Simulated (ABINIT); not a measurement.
**Run report: Br, Bethe–Salpeter calculation (part 2 of 2)**

Continued. System: Br (Cmce, 4 atoms in the cell). Method: Kohn-Sham DFT of a periodic cell, LDA, PseudoDojo NC SR LDA v0.4.1 standard, BSE, no spin polarisation (ABINIT 10.8.3); cutoff 489.81 eV, 4×4×2 k-mesh, fixed occupations. The structure derives from an entry of the Crystallography Open Database.

Geometry of the input (Å; fractional positions):
```
3.3632  -2.3226  0.0000
3.3632  2.3226  0.0000
0.0000  0.0000  8.7023
Br 0.3651  0.6349  0.3901
Br 0.1349  0.8651  0.8901
Br 0.6349  0.3651  0.6099
Br 0.8651  0.1349  0.1099
```

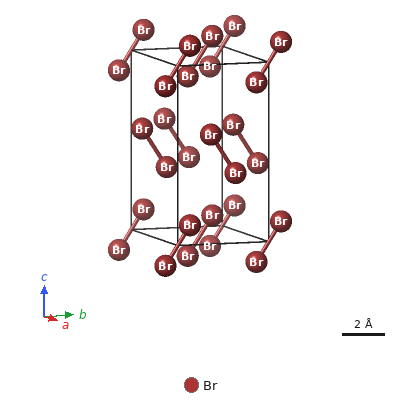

Fig. 1: The input geometry (ball-and-stick view of the cell 2 times as large as that of the calculation, set on its symmetry axes, seen slightly off an axis). An atom can appear more than once, as a periodic image.

## Log, continued
```
 cartesian coordinates (angstrom) at end:
    1      3.36325000000000     0.62662399000000     3.39476723000000
    2      3.36325000000000     1.69592601000000     7.74591723000000
    3      3.36325000000000    -0.62662399000000     5.30753277000000
    4      3.36325000000000    -1.69592601000000     0.95638277000000

 cartesian forces (hartree/bohr) at end:
    1     -0.00000000000000     0.00554783737265    -0.01220943977309
    2      0.00000000000000    -0.00554783737265    -0.01220943977309
    3      0.00000000000000    -0.00554783737265     0.01220943977309
    4     -0.00000000000000     0.00554783737265     0.01220943977309
 frms,max,avg= 7.7427153E-03 1.2209440E-02   0.000E+00  0.000E+00  0.000E+00 h/b

 cartesian forces (eV/Angstrom) at end:
    1     -0.00000000000000     0.28528126791751    -0.62783463628576
    2      0.00000000000000    -0.28528126791751    -0.62783463628576
    3      0.00000000000000    -0.28528126791751     0.62783463628576
    4     -0.00000000000000     0.28528126791751     0.62783463628576
 frms,max,avg= 3.9814643E-01 6.2783464E-01   0.000E+00  0.000E+00  0.000E+00 e/A
 length scales=  1.889726125908  1.889726125908  1.889726125908 bohr
              =  1.000000000000  1.000000000000  1.000000000000 angstroms
 Fermi (or HOMO) energy (hartree) =   0.00370   Average Vxc (hartree)=  -0.31267
 Eigenvalues (hartree) for nkpt=  14  k points:
 kpt#   1, nband= 14, wtk=  0.03125, kpt=  0.0000  0.0000  0.0000 (reduced coord)
  -0.58533   -0.57371   -0.48135   -0.45670   -0.18047   -0.14315   -0.07722   -0.07621
  -0.05796   -0.05654   -0.03244   -0.01034    0.00074    0.00258
 prteigrs : prtvol=0 or 1, do not print more k-points.

--- !EnergyTerms
iteration_state     : {dtset: 1, }
comment             : Components of total free energy in Hartree
kinetic             :  1.73508488150106E+01
hartree             :  8.74267797204985E+00
xc                  : -2.05344054252684E+01
Ewald energy        : -4.38990270389762E+01
psp_core            :  1.25028584050053E+00
local_psp           : -3.52170817337768E+01
non_local_psp       :  9.19594224932046E+00
total_energy        : -6.31107593211398E+01
total_energy_eV     : -1.71733124816468E+03
band_energy         : -5.67354547981324E+00
...

 Cartesian components of stress tensor (hartree/bohr^3)
  sigma(1 1)=  5.45353401E-05  sigma(3 2)=  0.00000000E+00
  sigma(2 2)=  8.20647490E-05  sigma(3 1)=  0.00000000E+00
  sigma(3 3)=  4.04147622E-05  sigma(2 1)=  0.00000000E+00

-Cartesian components of stress tensor (GPa)         [Pressure= -1.7360E+00 GPa]
- sigma(1 1)=  1.60448510E+00  sigma(3 2)=  0.00000000E+00
- sigma(2 2)=  2.41442827E+00  sigma(3 1)=  0.00000000E+00
- sigma(3 3)=  1.18904336E+00  sigma(2 1)=  0.00000000E+00

================================================================================
== DATASET  2 ==================================================================

--- !DatasetInfo
iteration_state: {dtset: 2, }
dimensions: {natom: 4, nkpt: 32, mband: 23, nsppol: 1, nspinor: 1, nspden: 1, mpw: 3366, }
cutoff_energies: {ecut:  18.0, pawecutdg:  -1.0, }
electrons: {nelect:   2.80000000E+01, charge:   0.00000000E+00, occopt:   1.00000000E+00, tsmear:   1.00000000E-02, }
meta: {optdriver: 0, ionmov: 0, optcell: 0, iscf: -2, paral_kgb: 0, }
...

 mkfilename : getden/=0, take file _DEN from output of DATASET   1.

 Exchange-correlation functional for the present dataset will be:
  LDA: Perdew-Wang 92 LSD fit to Ceperley-Alder data - ixc=7
  J.P.Perdew and Y.Wang, PRB 45, 13244 (1992)

 Real(R)+Recip(G) space primitive vectors, cartesian coordinates (Bohr,Bohr^-1):
 R(1)=  6.3556214 -4.3889834  0.0000000  G(1)=  0.0786705 -0.1139216  0.0000000
 R(2)=  6.3556214  4.3889834  0.0000000  G(2)=  0.0786705  0.1139216  0.0000000
 R(3)=  0.0000000  0.0000000 16.4449637  G(3)=  0.0000000  0.0000000  0.0608089
 Unit cell volume ucvol=  9.1745521E+02 bohr^3
 Angles (23,13,12)=  9.00000000E+01  9.00000000E+01  6.92553688E+01 degrees

 getcut: wavevector=  0.0000  0.0000  0.0000  ngfft=  30  30  64
         ecut(hartree)=     18.000   => boxcut(ratio)=   2.03422
--------------------------------------------------------------------------------

================================================================================
 Non-SCF case, kpt    1 (  0.02750  0.05250  0.15500), residuals and eigenvalues=
  4.87E-13  3.11E-13  6.58E-13  3.70E-13  3.36E-13  6.39E-13  1.35E-13  1.42E-13
  6.59E-13  5.46E-13  2.05E-13  1.07E-13  1.15E-13  4.26E-13  4.92E-13  2.13E-13
  4.43E-13  9.57E-13  4.40E-13  1.38E-11  1.39E-10  4.05E-10  3.22E-05
 -5.8459E-01 -5.7442E-01 -4.7972E-01 -4.5814E-01 -1.7867E-01 -1.4648E-01
 -7.5933E-02 -7.4657E-02 -5.9480E-02 -5.8202E-02 -3.2065E-02 -1.2400E-02
  8.0272E-04  1.8532E-03  6.7154E-02  9.1917E-02  2.1397E-01  2.3887E-01
  2.6964E-01  3.1797E-01  3.2760E-01  3.3512E-01  3.7432E-01
 prteigrs : prtvol=0 or 1, do not print more k-points.

--- !ResultsGS
iteration_state: {dtset: 2, }
comment   : Summary of ground state results
lattice_vectors:
- [  6.3556214,  -4.3889834,   0.0000000, ]
- [  6.3556214,   4.3889834,   0.0000000, ]
- [  0.0000000,   0.0000000,  16.4449637, ]
lattice_lengths: [   7.72380,    7.72380,   16.44496, ]
lattice_angles: [ 90.000,  90.000,  69.255, ] # degrees, (23, 13, 12)
lattice_volume:   9.1745521E+02
convergence: {deltae:  0.000E+00, res2:  0.000E+00, residm:  9.962E-13, diffor:  0.000E+00, }
etotal    :  -6.31107593E+01
entropy   :   0.00000000E+00
fermie    :   3.70467568E-03
cartesian_stress_tensor: null
pressure_GPa: null
xred      :
- [  3.6510E-01,   6.3490E-01,   3.9010E-01, Br]
- [  1.3490E-01,   8.6510E-01,   8.9010E-01, Br]
- [  6.3490E-01,   3.6510E-01,   6.0990E-01, Br]
- [  8.6510E-01,   1.3490E-01,   1.0990E-01, Br]
cartesian_forces: null
force_length_stats: {min: null, max: null, mean: null, }
...

 Integrated electronic density in atomic spheres:
 ------------------------------------------------
 Atom  Sphere_radius  Integrated_density
    1        2.00000          4.16744038
    2        2.00000          4.16744038
    3        2.00000          4.16744038
    4        2.00000          4.16744038
================================================================================

 ----iterations are completed or convergence reached----

 Mean square residual over all n,k,spin=   45.580E-14; max=  99.624E-14
 reduced coordinates (array xred) for    4 atoms
       0.365100000000      0.634900000000      0.390100000000
       0.134900000000      0.865100000000      0.890100000000
       0.634900000000      0.365100000000      0.609900000000
       0.865100000000      0.134900000000      0.109900000000

 cartesian coordinates (angstrom) at end:
    1      3.36325000000000     0.62662399000000     3.39476723000000
    2      3.36325000000000     1.69592601000000     7.74591723000000
    3      3.36325000000000    -0.62662399000000     5.30753277000000
    4      3.36325000000000    -1.69592601000000     0.95638277000000
 length scales=  1.889726125908  1.889726125908  1.889726125908 bohr
              =  1.000000000000  1.000000000000  1.000000000000 angstroms
 Eigenvalues (hartree) for nkpt=  32  k points:
 kpt#   1, nband= 23, wtk=  0.03125, kpt=  0.0275  0.0525  0.1550 (reduced coord)
  -0.58459   -0.57442   -0.47972   -0.45814   -0.17867   -0.14648   -0.07593   -0.07466
  -0.05948   -0.05820   -0.03207   -0.01240    0.00080    0.00185    0.06715    0.09192
   0.21397    0.23887    0.26964    0.31797    0.32760    0.33512    0.37432
 prteigrs : prtvol=0 or 1, do not print more k-points.

================================================================================
== DATASET  3 ==================================================================

--- !DatasetInfo
iteration_state: {dtset: 3, }
dimensions: {natom: 4, nkpt: 32, mband: 17, nsppol: 1, nspinor: 1, nspden: 1, mpw: 3366, }
cutoff_energies: {ecut:  18.0, pawecutdg:  -1.0, }
electrons: {nelect:   2.80000000E+01, charge:   0.00000000E+00, occopt:   1.00000000E+00, tsmear:   1.00000000E-02, }
meta: {optdriver: 99, bs_calctype: 1, bs_algorithm: 1, }
...

 mkfilename : getwfk/=0, take file _WFK from output of DATASET   2.

 mkfilename : getden/=0, take file _DEN from output of DATASET   1.

 Exchange-correlation functional for the present dataset will be:
  LDA: Perdew-Wang 92 LSD fit to Ceperley-Alder data - ixc=7
  J.P.Perdew and Y.Wang, PRB 45, 13244 (1992)

 Exciton: Calculation of dielectric properties by solving the Bethe-Salpeter equation
 in frequency domain and reciprocal space on a transitions basis set.
 Based on a program developed by L. Reining, V. Olevano, F. Sottile,
 S. Albrecht, and G. Onida. Incorporated in ABINIT by M. Giantomassi.

 Real(R)+Recip(G) space primitive vectors, cartesian coordinates (Bohr,Bohr^-1):
 R(1)=  6.3556214 -4.3889834  0.0000000  G(1)=  0.0786705 -0.1139216  0.0000000
 R(2)=  6.3556214  4.3889834  0.0000000  G(2)=  0.0786705  0.1139216  0.0000000
 R(3)=  0.0000000  0.0000000 16.4449637  G(3)=  0.0000000  0.0000000  0.0608089
 Unit cell volume ucvol=  9.1745521E+02 bohr^3
 Angles (23,13,12)=  9.00000000E+01  9.00000000E+01  6.92553688E+01 degrees
--------------------------------------------------------------------------------

 ==== K-mesh for the wavefunctions ====
 Number of points in the irreducible wedge :    32
 Reduced coordinates and weights :

     1)     2.75000000E-02  5.25000000E-02  1.55000000E-01       0.03125
     2)     2.77500000E-01  5.25000000E-02  1.55000000E-01       0.03125
     3)    -4.72500000E-01  5.25000000E-02  1.55000000E-01       0.03125
     4)    -2.22500000E-01  5.25000000E-02  1.55000000E-01       0.03125
   [... 28 further points ...]

 Together with  8 symmetry operations and time-reversal symmetry
 yields    32 points in the full Brillouin Zone.

 ==== Q-mesh for the screening function ====
 Number of points in the irreducible wedge :    14
 Reduced coordinates and weights :

     1)     0.00000000E+00  0.00000000E+00  0.00000000E+00       0.03125
     2)     2.50000000E-01  0.00000000E+00  0.00000000E+00       0.12500
     3)     5.00000000E-01  0.00000000E+00  0.00000000E+00       0.06250
     4)     2.50000000E-01  2.50000000E-01  0.00000000E+00       0.06250
   [... 10 further points ...]

 Together with  8 symmetry operations and time-reversal symmetry
 yields    32 points in the full Brillouin Zone.

 vcoul_init : cutoff-mode = AUXILIARY_FUNCTION
 q-points for optical limit:   1
     1)      0.000010    0.000020    0.000030
 setmesh: FFT mesh size selected  =    24x   24x   48
          total number of points  =        27648

 ==== Fundamental parameters for the solution of the Bethe-Salpeter equation: ====
 Algorithm: Direct diagonalization.
 Dimension of the v, W matrices,  npweps  = 357
 Cutoff for the wavefunctions,    npwwfn  = 3347
 Number of k-points in the IBZ,   nkibz   = 32
 Highest empty band included,     nband   = 17
 === Spin UP ===
 Number of resonant transitions          576
 Lowest occupied state                   9
 Highest occupied state                  14
 Lowest unoccupied state                 15
 Highest unoccupied state                17
 Minimum frequency [eV]           Emin    =   0.00
 Maximum frequency [eV]           Emax    =  12.00
 Frequency step [eV]              dE      =   0.05
 Lorentzian broadening [eV]       eta     =   0.30
 RPA L0 with KS energies and KS wavefunctions
 Scissors operator energy [eV] =          0.80
 Local fields effects (v term) included
 Excitonic effects (W term) excluded
 Resonant-only calculation (Hermitian case)

 Calculating epsilon_Macro(q-->0,w), along the following directions:
 q = (  1.149585  0.000000  0.000000) [r.l.u.]
 q = (  0.000000  1.149585  0.000000) [r.l.u.]
 q = (  0.000000  0.000000  2.617297) [r.l.u.]
 q = (  1.011529  1.011529  0.000000) [r.l.u.]
 q = ( -0.698528  0.698528  0.000000) [r.l.u.]
 q = (  0.000000  0.000000  2.617297) [r.l.u.]
 Number of electrons calculated from density =   28.0000; Expected =   28.0000
 average of density, n =  0.030519
 r_s =    1.9851
 omega_plasma =   16.8516 [eV]

 Direct diagonalization of the resonant excitonic Hamiltonian, Matrix size= 576
 Excitonic eigenvalues in eV up to n=   32
   2.58378   2.61040   2.65777   2.66000   2.66799   2.67156   2.68725   2.76890
   2.77157   2.78837   2.80850   2.82115   2.84148   2.86666   2.87635   2.87971
   2.90130   2.92355   2.93836   2.94123   2.94743   2.95011   2.95543   2.97114
   2.97259   2.98006   2.98285   2.99092   2.99217   2.99738   3.00480   3.00681

 First excitonic eigenvalue=    2.58 [eV]
 Last  excitonic eigenvalue=   11.55 [eV]

 GW  direct gap       2.58  0.00 [eV]
 EXC direct gap       2.58  0.00 [eV]
 EXC binding energy  -0.01  0.00 [eV]

 Excitonic eigenvalues up to the GW energy gap [eV]

 Macroscopic dielectric function:
 omega [eV] <KS_RPA_nlf>  <GW_RPA_nlf>  <BSE>
   0.0000   4.0621   0.0000   3.3800   0.0000   3.2284   0.0000
   0.0500   4.0632   0.0134   3.3805   0.0058   3.2288   0.0049
   0.1000   4.0663   0.0269   3.3819   0.0117   3.2299   0.0098
   0.1500   4.0716   0.0405   3.3843   0.0176   3.2319   0.0147
   0.2000   4.0790   0.0543   3.3876   0.0235   3.2347   0.0197
   0.2500   4.0886   0.0684   3.3918   0.0295   3.2383   0.0247
   0.3000   4.1004   0.0828   3.3971   0.0356   3.2427   0.0298
   0.3500   4.1144   0.0976   3.4033   0.0418   3.2479   0.0349
   0.4000   4.1308   0.1130   3.4106   0.0481   3.2540   0.0402
   0.4500   4.1496   0.1290   3.4188   0.0546   3.2609   0.0455

 Writing KS-RPA macroscopic dielectric function without local fields to file: runo_DS3_RPA_NLF_MDF
 Writing GW-RPA macroscopic dielectric function without local fields to file: runo_DS3_GW_NLF_MDF
 Writing EXC Macroscopic dielectric function to file: runo_DS3_EXC_MDF

== END DATASET(S) ==============================================================
================================================================================

 -outvars: echo values of variables after computation  --------
            acell      1.8897261259E+00  1.8897261259E+00  1.8897261259E+00 Bohr
           etotal1    -6.3110759321E+01
           etotal3     0.0000000000E+00
            fcart1    -3.1968457043E-20  5.5478373726E-03 -1.2209439773E-02
                       3.1968457043E-20 -5.5478373726E-03 -1.2209439773E-02
                       3.1968457043E-20 -5.5478373726E-03  1.2209439773E-02
                      -3.1968457043E-20  5.5478373726E-03  1.2209439773E-02
            fcart3     0.0000000000E+00  0.0000000000E+00  0.0000000000E+00
                       0.0000000000E+00  0.0000000000E+00  0.0000000000E+00
                       0.0000000000E+00  0.0000000000E+00  0.0000000000E+00
                       0.0000000000E+00  0.0000000000E+00  0.0000000000E+00
            rprim      3.3632500000E+00 -2.3225500000E+00  0.0000000000E+00
                       3.3632500000E+00  2.3225500000E+00  0.0000000000E+00
                       0.0000000000E+00  0.0000000000E+00  8.7023000000E+00
           strten1     5.4535340132E-05  8.2064749017E-05  4.0414762185E-05
                       0.0000000000E+00  0.0000000000E+00  0.0000000000E+00
           strten3     0.0000000000E+00  0.0000000000E+00  0.0000000000E+00
                       0.0000000000E+00  0.0000000000E+00  0.0000000000E+00
           xangst      3.3632500000E+00  6.2662399000E-01  3.3947672300E+00
                       3.3632500000E+00  1.6959260100E+00  7.7459172300E+00
                       3.3632500000E+00 -6.2662399000E-01  5.3075327700E+00
                       3.3632500000E+00 -1.6959260100E+00  9.5638277000E-01
             xred      3.6510000000E-01  6.3490000000E-01  3.9010000000E-01
                       1.3490000000E-01  8.6510000000E-01  8.9010000000E-01
                       6.3490000000E-01  3.6510000000E-01  6.0990000000E-01
                       8.6510000000E-01  1.3490000000E-01  1.0990000000E-01
 Calculation completed.
```

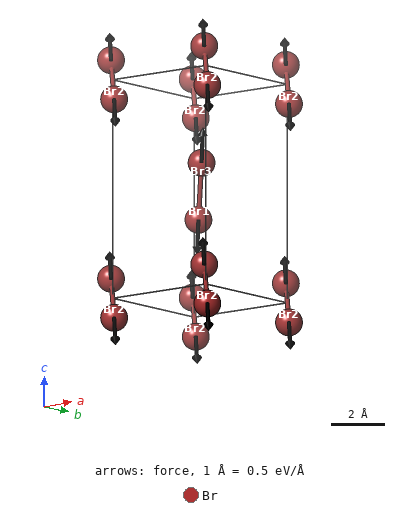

Fig. 2: Forces on the atoms as black arrows (ball-and-stick view of the cell of the calculation, seen at an oblique angle; atoms are numbered from 1 in the order of the input). The largest act on all 4 Br atoms (0.69 eV/Å). The geometry is not a stationary point of this energy.

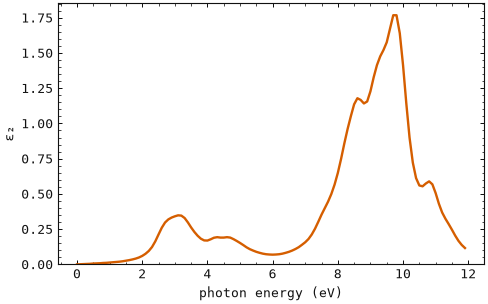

Fig. 3: Imaginary part of the dielectric function (first component that the program prints). The highest peak, 1.8, lies at 9.70 eV.

## Results in brief

```csv
quantity,value
outcome,converged
space group (tolerance 0.01 Å),Cmce (64)
electrons treated,28
free energy,−1717.3312 eV
Fermi energy,0.101 eV
pressure,−1.74 GPa
largest force (length of the vector),0.690 eV/Å
wall time,2.3 min
peak memory,0.49 GiB
```

## Remarks

Further notes kept with the run: Wrong value for nkref: nkref= 32 nkbz= 256 nkbzmx =512; Hacking the rottb tables!. Points of doubt noted for this run: k mesh coarse for spectra.
